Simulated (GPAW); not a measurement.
**BP (F-43m): refractive index against wavelength**

The refractive index of BP (F-43m) below the direct gap (3.41 eV on the mesh) is read from one computed spectrum, n = √(Re ε).

The structure is cubic, space group F-43m (No. 216). Conventional cell: a = 4.538 Å, b = 4.538 Å, c = 4.538 Å, α = 90.00°, β = 90.00°, γ = 90.00°. Around P on site c lie 4 B at 1.97 Å. B on site a has 4 P at 1.97 Å as nearest neighbours.

Method: GPAW 26.7.0, PBE, RPA, k-mesh 13×13×13, local fields up to 60 eV, Lorentzian half width 0.15 eV.

Launch of the response step: `OMP_NUM_THREADS=1 python df.py`. The run took 32 s, its band step included, on 1 thread of Arm Neoverse V2, with other jobs on the host.

| wavelength (nm) | photon energy E (eV) | n |
| --- | --- | --- |
| 1550 | 0.800 | 2.9959 |
| 1310 | 0.946 | 3.0059 |
| 1064 | 1.165 | 3.0245 |
| 850 | 1.459 | 3.0567 |
| 700 | 1.771 | 3.1015 |
| 633 | 1.959 | ? |
| 532 | 2.331 | 3.2173 |

In the single-oscillator model n² − 1 = E₀E_d/(E₀² − E²), so 1/(n² − 1) = E₀/E_d − E²/(E₀E_d) is linear in E².

Working, on the rows shown:

| x = E² (eV²) | y = 1/(n² − 1) |
| --- | --- |
| 0.639837 | 0.125385 |
| 0.895757 | 0.124449 |
| 1.35784 | 0.122736 |
| 2.12762 | 0.119855 |
| 3.13716 | 0.116019 |
| 5.43137 | 0.10694 |

Means: x̄ = 2.2649, ȳ = 0.11923. Σ(x − x̄)(y − ȳ) = -0.06213, Σ(x − x̄)² = 16.14. Slope = -0.06213 / 16.14 = -0.003848; intercept = ȳ − slope · x̄ = 0.12795. Turned back into n, the line misses the rows shown by at most 0.0017.

**Question.** Predict the last column of the withheld row from the fit.

**Answer.** At x = 3.8364 the line gives y = 0.11318, that is 3.1361. The run gave 3.1346, so the interpolation is off by 0.0015, 0.7 % of the range in the table.

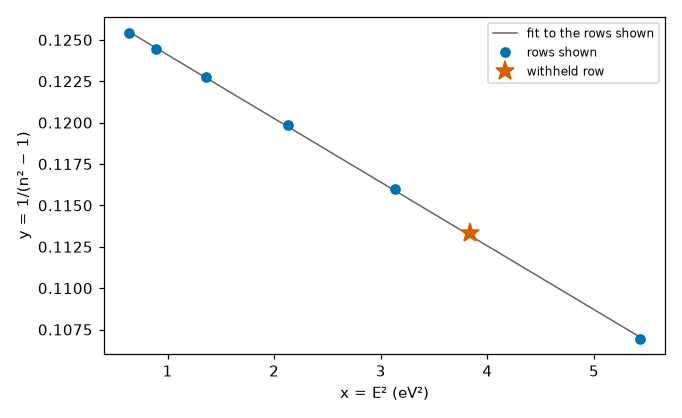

Refitted with all rows, the slope is -0.003839 and the intercept 0.12794. These give E₀ = √(intercept/−slope) = 5.77 eV and E_d = E₀/intercept = 45.1 eV; E₀ is 1.7 times the direct gap. The electronic limit at long wavelengths, without lattice vibrations, is n = √(1 + 1/intercept) = 2.969. Excitons are left out; PBE gaps are as a rule too small. The values come from a sum over the points of one k-mesh and carry its error, which grows as the direct gap shrinks. The local-field cutoff holds few shells of reciprocal vectors for this small cell, so ε∞ can read a few per cent high.
